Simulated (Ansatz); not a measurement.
## Field-gradient calculation of CoSi47 (charge −2) (part 3 of 4)

Continued. System: CoSi47 (defect cell, 48 atoms in the cell, total charge −2). Method: DFT, PBE, plane waves, PAW, spin-polarised (Ansatz 0.2.0); cutoff 420 eV, 3×2×2 k-mesh, Fermi–Dirac smearing of 0.01 eV, collinear spins. The structure derives from an entry of the Crystallography Open Database.

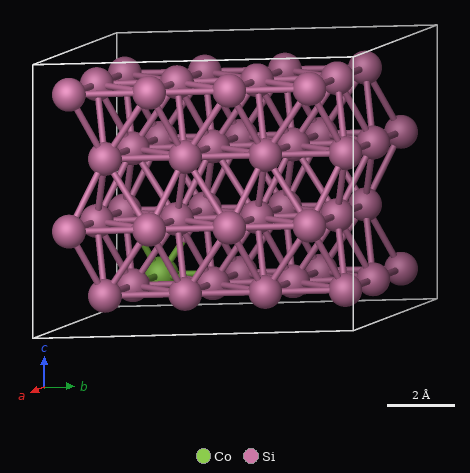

*The structure as given in the input (ball-and-stick view of the cell of the calculation, seen slightly off an axis).*

## What the program printed, continued
```
  atom  27  Si V_zz =    +0.621866   η = 0.4583   by run symmetry: allowed
            electrostatic potential = -1367.886397 V   contact ρ = 12813.436130 e/Å³   contact ρ_s (e/Å³): all electrons +0.000007, valence +0.000007
  atom  28  Si V_zz =    +0.621866   η = 0.4583   by run symmetry: allowed
            electrostatic potential = -1367.886397 V   contact ρ = 12813.436130 e/Å³   contact ρ_s (e/Å³): all electrons +0.000007, valence +0.000007
  atom  29  Si V_zz =    +0.760665   η = 0.7707   by run symmetry: allowed
            electrostatic potential = -1367.838446 V   contact ρ = 12814.000715 e/Å³   contact ρ_s (e/Å³): all electrons -0.000000, valence -0.000000
  atom  30  Si V_zz =    +0.760665   η = 0.7707   by run symmetry: allowed
            electrostatic potential = -1367.838446 V   contact ρ = 12814.000715 e/Å³   contact ρ_s (e/Å³): all electrons -0.000000, valence -0.000000
  atom  31  Si V_zz =    +0.698679   η = 0.7682   by run symmetry: allowed
            electrostatic potential = -1367.860458 V   contact ρ = 12814.003485 e/Å³   contact ρ_s (e/Å³): all electrons +0.000008, valence +0.000008
  atom  32  Si V_zz =    +0.698679   η = 0.7682   by run symmetry: allowed
            electrostatic potential = -1367.860458 V   contact ρ = 12814.003485 e/Å³   contact ρ_s (e/Å³): all electrons +0.000008, valence +0.000008
  atom  33  Si V_zz =    -0.698619   η = 0.9948   by run symmetry: allowed
            electrostatic potential = -1367.757664 V   contact ρ = 12814.061183 e/Å³   contact ρ_s (e/Å³): all electrons +0.000002, valence +0.000002
  atom  34  Si V_zz =    -0.698619   η = 0.9948   by run symmetry: allowed
            electrostatic potential = -1367.757664 V   contact ρ = 12814.061183 e/Å³   contact ρ_s (e/Å³): all electrons +0.000002, valence +0.000002
  atom  35  Si V_zz =    -0.744682   η = 0.4564   by run symmetry: allowed
            electrostatic potential = -1367.917625 V   contact ρ = 12813.849090 e/Å³   contact ρ_s (e/Å³): all electrons +0.000004, valence +0.000004
  atom  36  Si V_zz =    -0.744682   η = 0.4564   by run symmetry: allowed
            electrostatic potential = -1367.917625 V   contact ρ = 12813.849090 e/Å³   contact ρ_s (e/Å³): all electrons +0.000004, valence +0.000004
  atom  37  Si V_zz =    +0.640259   η = 0.1359   by run symmetry: allowed
            electrostatic potential = -1367.767205 V   contact ρ = 12813.922383 e/Å³   contact ρ_s (e/Å³): all electrons +0.000002, valence +0.000002
  atom  38  Si V_zz =    +0.640259   η = 0.1359   by run symmetry: allowed
            electrostatic potential = -1367.767205 V   contact ρ = 12813.922383 e/Å³   contact ρ_s (e/Å³): all electrons +0.000002, valence +0.000002
  atom  39  Si V_zz =    +0.488885   η = 0.4224   by run symmetry: allowed
            electrostatic potential = -1367.817529 V   contact ρ = 12814.083808 e/Å³   contact ρ_s (e/Å³): all electrons +0.000002, valence +0.000002
  atom  40  Si V_zz =    +0.488885   η = 0.4224   by run symmetry: allowed
            electrostatic potential = -1367.817529 V   contact ρ = 12814.083808 e/Å³   contact ρ_s (e/Å³): all electrons +0.000002, valence +0.000002
  atom  41  Si V_zz =    +0.656150   η = 0.4720   by run symmetry: allowed
            electrostatic potential = -1367.863049 V   contact ρ = 12813.419903 e/Å³   contact ρ_s (e/Å³): all electrons +0.000000, valence +0.000000
  atom  42  Si V_zz =    +0.656150   η = 0.4720   by run symmetry: allowed
            electrostatic potential = -1367.863049 V   contact ρ = 12813.419903 e/Å³   contact ρ_s (e/Å³): all electrons +0.000000, valence +0.000000
  atom  43  Si V_zz =    +0.515318   η = 0.1704   by run symmetry: allowed
            electrostatic potential = -1367.900868 V   contact ρ = 12813.840431 e/Å³   contact ρ_s (e/Å³): all electrons +0.000002, valence +0.000002
  atom  44  Si V_zz =    +0.515318   η = 0.1704   by run symmetry: allowed
            electrostatic potential = -1367.900868 V   contact ρ = 12813.840431 e/Å³   contact ρ_s (e/Å³): all electrons +0.000002, valence +0.000002
  atom  45  Si V_zz =    +0.841598   η = 0.4891   by run symmetry: allowed
            electrostatic potential = -1367.851338 V   contact ρ = 12813.680627 e/Å³   contact ρ_s (e/Å³): all electrons +0.000010, valence +0.000010
  atom  46  Si V_zz =    +0.841598   η = 0.4891   by run symmetry: allowed
            electrostatic potential = -1367.851338 V   contact ρ = 12813.680627 e/Å³   contact ρ_s (e/Å³): all electrons +0.000010, valence +0.000010
  atom  47  Si V_zz =    -0.648204   η = 0.5926   by run symmetry: allowed
            electrostatic potential = -1367.913142 V   contact ρ = 12813.747978 e/Å³   contact ρ_s (e/Å³): all electrons +0.000010, valence +0.000010
  atom  48  Si V_zz =    -0.648204   η = 0.5926   by run symmetry: allowed
            electrostatic potential = -1367.913142 V   contact ρ = 12813.747978 e/Å³   contact ρ_s (e/Å³): all electrons +0.000010, valence +0.000010
--- Band table (eV; the first three rows and the last of 16) ---
  k-point 0 ↑: bands = ["-79.5712", "-42.9789", "-42.9336", "-42.8262", "-2.0214", "-0.0490", "-0.0423", "0.0379", "0.1669", "0.8560", "0.9191", "1.5322", "1.5653", "1.9928", "2.0497", "2.0549", "2.2141", "2.8680", "2.9290", "2.9482", "3.0690", "3.5200", "3.5935", "3.6399", "3.7798", "4.1785", "4.3139", "5.7825", "5.8978", "6.0246", "6.0737", "6.0988", "6.1217", "6.1265", "6.2463", "6.2887", "6.5160", "7.3306", "7.4415", "7.9005", "7.9249", "7.9361", "7.9979", "8.0328", "8.1504", "8.1910", "8.2519", "8.4298", "8.4526", "8.6197", "8.6639", "8.8235", "8.9105", "8.9590", "9.0154", "9.1477", "9.2344", "9.4344", "9.5028", "9.5923", "9.7401", "10.5869", "10.5944", "10.6916", "10.8040", "10.9374", "11.0814", "11.1853", "11.2860", "11.3214", "11.5792", "11.7858", "11.9017", "12.1335", "12.2159", "12.2781", "12.3542", "12.7833", "13.0129", "13.1442", "13.2094", "13.2655", "13.4130", "13.4712", "13.5004", "13.6702", "13.7141", "13.7516", "13.8045", "13.8882", "13.9097", "14.0654", "14.1558", "14.2429", "14.3260", "14.4860", "14.4927", "14.6393", "14.7370", "14.9352", "15.1249", "15.1593", "15.5199", "15.6055", "15.7347", "15.8217", "15.8738", "16.0524", "16.1904", "16.3473", "16.3636", "16.3991", "16.4875", "16.5563", "16.6884", "16.6913", "16.7488", "17.1314", "17.1393", "17.2952", "17.2998", "17.4803", "17.5637", "17.5925", "17.9957", "18.2116", "18.4665", "18.5091", "18.5317", "18.5948", "18.6321", "18.6640", "18.8003", "18.8395", "18.9810", "19.1406", "19.3052", "19.3460", "19.4524", "19.4919", "19.5931", "19.6101", "19.8206", "19.8272", "19.9543", "20.0319", "20.0884", "20.2366", "20.3750", "21.0339", "21.1978", "21.2058", "21.3172"]
  k-point 1 ↑: bands = ["-79.5712", "-42.9789", "-42.9336", "-42.8262", "-1.5563", "-1.4341", "0.4416", "0.4588", "0.5104", "0.6185", "1.3275", "1.3401", "1.4158", "1.5157", "1.9874", "1.9983", "2.1176", "2.2572", "2.6526", "2.7945", "4.5375", "4.5604", "4.5678", "4.5775", "4.5912", "4.6709", "4.7712", "4.8700", "5.3947", "5.4836", "5.5106", "5.5637", "6.0249", "6.1106", "6.1183", "6.1548", "6.2557", "6.3484", "6.3572", "6.4320", "6.5058", "6.5435", "6.8815", "7.0508", "8.3504", "8.4064", "8.4800", "8.5808", "8.8759", "8.9044", "8.9209", "9.1544", "9.9658", "9.9713", "10.0067", "10.1790", "10.3082", "10.3282", "10.4517", "10.4569", "10.4712", "10.5027", "10.5604", "10.7721", "10.8017", "10.9404", "11.5846", "11.6438", "11.7713", "11.7963", "11.9916", "12.0630", "12.1874", "12.2720", "12.3444", "12.4186", "12.5113", "12.5285", "12.5957", "12.7377", "12.8971", "13.1044", "13.1411", "13.1566", "13.3532", "13.3807", "13.4117", "13.4554", "13.6051", "13.6313", "13.8706", "13.8749", "13.9428", "14.0955", "14.1759", "14.3287", "14.5503", "14.5559", "14.5775", "14.7424", "14.8140", "14.9072", "14.9867", "15.0190", "15.1856", "15.3774", "15.6447", "15.7388", "15.7474", "15.8664", "16.0620", "16.0808", "16.0911", "16.3258", "16.4313", "16.5725", "16.6687", "16.7586", "17.0363", "17.0527", "17.2050", "17.2751", "17.3786", "17.9504", "18.0851", "18.1129", "18.2304", "18.2866", "18.4101", "18.4225", "18.5687", "19.0131", "19.0201", "19.0484", "19.1055", "19.2030", "19.2636", "19.4033", "19.4217", "19.5554", "19.5989", "19.7258", "19.7824", "19.9194", "20.1224", "20.2409", "20.5463", "20.7216", "20.9017", "21.3588", "21.3749", "21.4127", "21.4470"]
  k-point 2 ↑: bands = ["-79.5712", "-42.9789", "-42.9336", "-42.8262", "-1.5918", "-1.4355", "0.4852", "0.5043", "0.5760", "0.5905", "0.6899", "0.9050", "2.0218", "2.0436", "2.4710", "2.4751", "2.7050", "2.7629", "2.7825", "2.9233", "3.3634", "3.4133", "4.0032", "4.0561", "4.1200", "4.1568", "4.4338", "4.5047", "4.5814", "4.7402", "5.2858", "5.3541", "5.4656", "5.5966", "6.5783", "6.6477", "6.7965", "6.8261", "7.2291", "7.2726", "8.3953", "8.4532", "8.6696", "8.7492", "8.7799", "8.7863", "8.8514", "8.9265", "8.9909", "9.0439", "9.3750", "9.4671", "9.4853", "9.5556", "9.5640", "9.6660", "9.8318", "9.8813", "9.9382", "10.0641", "10.2773", "10.4390", "10.4864", "10.4873", "10.6108", "10.7523", "11.0545", "11.2247", "11.3025", "11.4229", "11.4307", "11.6318", "11.6517", "11.6888", "11.7104", "11.7689", "11.8130", "11.9814", "12.0144", "12.1104", "12.1184", "12.1688", "12.1911", "12.2308", "12.5083", "12.5954", "12.7991", "13.0263", "13.2648", "13.4158", "13.7919", "13.9619", "14.0591", "14.1911", "14.5562", "14.9881", "15.0116", "15.1395", "15.1659", "15.2258", "15.3848", "15.9784", "16.1182", "16.1824", "16.3147", "16.3701", "16.4186", "16.4733", "16.5208", "16.6607", "16.7272", "16.8209", "17.1952", "17.3115", "17.4365", "17.4489", "17.6477", "17.6999", "17.7829", "17.8974", "17.8982", "17.9154", "17.9465", "18.0527", "18.0956", "18.1497", "18.2056", "18.2583", "18.2776", "18.3045", "18.4396", "18.5020", "18.5726", "18.6068", "18.7301", "18.7863", "18.9692", "18.9972", "19.0694", "19.2247", "19.2545", "19.6280", "19.6874", "19.8065", "19.8971", "20.0630", "20.1298", "20.3023", "20.3109", "20.3854", "20.3938", "20.4773", "20.5710"]
  k-point 7 ↓: bands = ["-79.5712", "-42.9789", "-42.9336", "-42.8261", "-1.1025", "-1.0009", "-0.3600", "-0.2977", "-0.2061", "0.0367", "1.4133", "1.5291", "1.8532", "1.9999", "2.0018", "2.2178", "3.0801", "3.1114", "3.4516", "3.5467", "3.7820", "3.8193", "3.8807", "3.9407", "4.0127", "4.2620", "4.6058", "4.8610", "5.5225", "5.5642", "5.9323", "5.9568", "6.0182", "6.1321", "6.1375", "6.2134", "6.4374", "6.6914", "6.8575", "6.9962", "7.0044", "7.2894", "7.4507", "7.5162", "7.7828", "7.8419", "7.8434", "7.9704", "8.0486", "8.2451", "8.3019", "8.4844", "9.3742", "9.5307", "9.6645", "9.7956", "10.1832", "10.2252", "10.5268", "10.6059", "10.7497", "10.7964", "10.8801", "10.9311", "10.9877", "11.1066", "11.1424", "11.2949", "11.6037", "11.6500", "11.7118", "11.7990", "11.9171", "11.9561", "12.1350", "12.1678", "12.5591", "12.6190", "12.8330", "12.8557", "12.9359", "12.9529", "13.1139", "13.1975", "13.2696", "13.3005", "13.3675", "13.4877", "13.7427", "13.8494", "13.8999", "14.1579", "14.2774", "14.2859", "14.5566", "14.6109", "14.7305", "14.7512", "14.9002", "14.9641", "15.0239", "15.1654", "15.5119", "15.5349", "15.8184", "16.0498", "16.1090", "16.1302", "16.2664", "16.3700", "16.4254", "16.5547", "16.6790", "16.7139", "16.8805", "16.9162", "17.1813", "17.3534", "17.4163", "17.5124", "17.5729", "17.6221", "17.8016", "17.8259", "17.9990", "18.3411", "18.3571", "18.4864", "18.7095", "18.7200", "18.7725", "18.8992", "19.0254", "19.0550", "19.0735", "19.2039", "19.2322", "19.3123", "19.4057", "19.4258", "19.5951", "19.6528", "19.6714", "19.7453", "19.8100", "20.0500", "20.1522", "20.3331", "20.3699", "20.3850", "20.4237", "20.4610", "20.5877"]
--- Löwdin populations: 48 sites ---
  site symbol       q [e]    m [muB]
     0     Co     16.6666     0.0000
     1     Si      3.8602     0.0000
     2     Si      3.9301     0.0000
     3     Si      3.8929     0.0000
     4     Si      3.9269     0.0000
     5     Si      3.9166     0.0000
     6     Si      3.9120     0.0000
     7     Si      3.8986     0.0000
     8     Si      3.9270     0.0000
     9     Si      3.9209     0.0000
    10     Si      3.9258     0.0000
    11     Si      3.9029     0.0000
    12     Si      3.9121     0.0000
    13     Si      3.8949     0.0000
    14     Si      3.8993     0.0000
    15     Si      3.9000     0.0000
    16     Si      3.9356     0.0000
    17     Si      3.9217     0.0000
    18     Si      3.8739     0.0000
    19     Si      3.8865    -0.0000
    20     Si      3.9020     0.0000
    21     Si      3.9025     0.0000
    22     Si      3.9306     0.0000
    23     Si      3.9029     0.0000
    24     Si      3.9158     0.0000
    25     Si      3.9158     0.0000
    26     Si      3.9194     0.0000
    27     Si      3.9194     0.0000
    28     Si      3.8812     0.0000
    29     Si      3.8812     0.0000
    30     Si      3.8885     0.0000
    31     Si      3.8885     0.0000
    32     Si      3.8647     0.0000
    33     Si      3.8647     0.0000
    34     Si      3.8997     0.0000
    35     Si      3.8997     0.0000
    36     Si      3.8747     0.0000
    37     Si      3.8747     0.0000
    38     Si      3.8796     0.0000
    39     Si      3.8796     0.0000
    40     Si      3.9106     0.0000
    41     Si      3.9106     0.0000
    42     Si      3.8980     0.0000
    43     Si      3.8980     0.0000
    44     Si      3.8947     0.0000
    45     Si      3.8947     0.0000
    46     Si      3.9011     0.0000
    47     Si      3.9011     0.0000
  spilling = 0.033823 (of n_electrons = 207.000000)
```

## File populations.tsv
```
# site	symbol	l	j	q_up	q_dn
# orbitals = lowdin
# n_electrons = 207.000000
# spilling = 0.033823
0	Co	0_3S	-	0.984762	0.984762
0	Co	0_4S	-	0.280841	0.280841
0	Co	1_3P	-	2.997114	2.997114
0	Co	2_3D	-	4.070589	4.070583
1	Si	0_3S	-	0.618759	0.618759
1	Si	1_3P	-	1.311321	1.311320
2	Si	0_3S	-	0.618943	0.618942
2	Si	1_3P	-	1.346101	1.346101
3	Si	0_3S	-	0.623647	0.623647
3	Si	1_3P	-	1.322787	1.322786
4	Si	0_3S	-	0.620898	0.620898
4	Si	1_3P	-	1.342534	1.342534
5	Si	0_3S	-	0.624516	0.624515
5	Si	1_3P	-	1.333808	1.333808
6	Si	0_3S	-	0.615333	0.615333
6	Si	1_3P	-	1.340683	1.340682
7	Si	0_3S	-	0.624636	0.624636
7	Si	1_3P	-	1.324659	1.324658
8	Si	0_3S	-	0.616908	0.616908
8	Si	1_3P	-	1.346592	1.346590
9	Si	0_3S	-	0.624128	0.624128
9	Si	1_3P	-	1.336340	1.336339
10	Si	0_3S	-	0.615963	0.615962
10	Si	1_3P	-	1.346944	1.346943
11	Si	0_3S	-	0.621360	0.621359
11	Si	1_3P	-	1.330091	1.330091
12	Si	0_3S	-	0.623879	0.623879
12	Si	1_3P	-	1.332190	1.332189
13	Si	0_3S	-	0.622456	0.622456
13	Si	1_3P	-	1.325004	1.325004
14	Si	0_3S	-	0.620521	0.620520
14	Si	1_3P	-	1.329133	1.329132
15	Si	0_3S	-	0.624055	0.624055
15	Si	1_3P	-	1.325934	1.325934
16	Si	0_3S	-	0.616664	0.616663
16	Si	1_3P	-	1.351143	1.351142
17	Si	0_3S	-	0.622229	0.622228
17	Si	1_3P	-	1.338617	1.338617
18	Si	0_3S	-	0.622198	0.622197
18	Si	1_3P	-	1.314742	1.314742
19	Si	0_3S	-	0.625040	0.625040
19	Si	1_3P	-	1.318222	1.318222
20	Si	0_3S	-	0.622540	0.622540
20	Si	1_3P	-	1.328462	1.328462
21	Si	0_3S	-	0.622516	0.622516
21	Si	1_3P	-	1.328735	1.328735
22	Si	0_3S	-	0.615140	0.615140
22	Si	1_3P	-	1.350178	1.350177
23	Si	0_3S	-	0.622543	0.622543
23	Si	1_3P	-	1.328890	1.328890
24	Si	0_3S	-	0.618103	0.618103
24	Si	1_3P	-	1.339805	1.339805
25	Si	0_3S	-	0.618103	0.618103
25	Si	1_3P	-	1.339805	1.339805
26	Si	0_3S	-	0.619749	0.619749
26	Si	1_3P	-	1.339927	1.339927
27	Si	0_3S	-	0.619749	0.619749
27	Si	1_3P	-	1.339927	1.339927
28	Si	0_3S	-	0.623232	0.623232
28	Si	1_3P	-	1.317376	1.317376
29	Si	0_3S	-	0.623232	0.623232
29	Si	1_3P	-	1.317376	1.317376
30	Si	0_3S	-	0.623618	0.623618
30	Si	1_3P	-	1.320655	1.320655
31	Si	0_3S	-	0.623618	0.623618
31	Si	1_3P	-	1.320655	1.320655
32	Si	0_3S	-	0.623102	0.623102
32	Si	1_3P	-	1.309236	1.309236
33	Si	0_3S	-	0.623102	0.623102
33	Si	1_3P	-	1.309236	1.309236
34	Si	0_3S	-	0.622232	0.622232
34	Si	1_3P	-	1.327626	1.327626
35	Si	0_3S	-	0.622232	0.622232
35	Si	1_3P	-	1.327626	1.327626
36	Si	0_3S	-	0.621757	0.621757
36	Si	1_3P	-	1.315600	1.315600
37	Si	0_3S	-	0.621757	0.621757
37	Si	1_3P	-	1.315600	1.315600
38	Si	0_3S	-	0.624259	0.624259
38	Si	1_3P	-	1.315533	1.315532
39	Si	0_3S	-	0.624259	0.624259
39	Si	1_3P	-	1.315533	1.315532
40	Si	0_3S	-	0.618928	0.618928
40	Si	1_3P	-	1.336375	1.336375
41	Si	0_3S	-	0.618928	0.618928
41	Si	1_3P	-	1.336375	1.336375
42	Si	0_3S	-	0.623045	0.623045
42	Si	1_3P	-	1.325948	1.325948
43	Si	0_3S	-	0.623045	0.623045
43	Si	1_3P	-	1.325948	1.325948
44	Si	0_3S	-	0.620154	0.620153
44	Si	1_3P	-	1.327202	1.327201
45	Si	0_3S	-	0.620154	0.620153
45	Si	1_3P	-	1.327202	1.327201
46	Si	0_3S	-	0.621588	0.621588
46	Si	1_3P	-	1.328987	1.328986
47	Si	0_3S	-	0.621588	0.621588
47	Si	1_3P	-	1.328987	1.328986
```
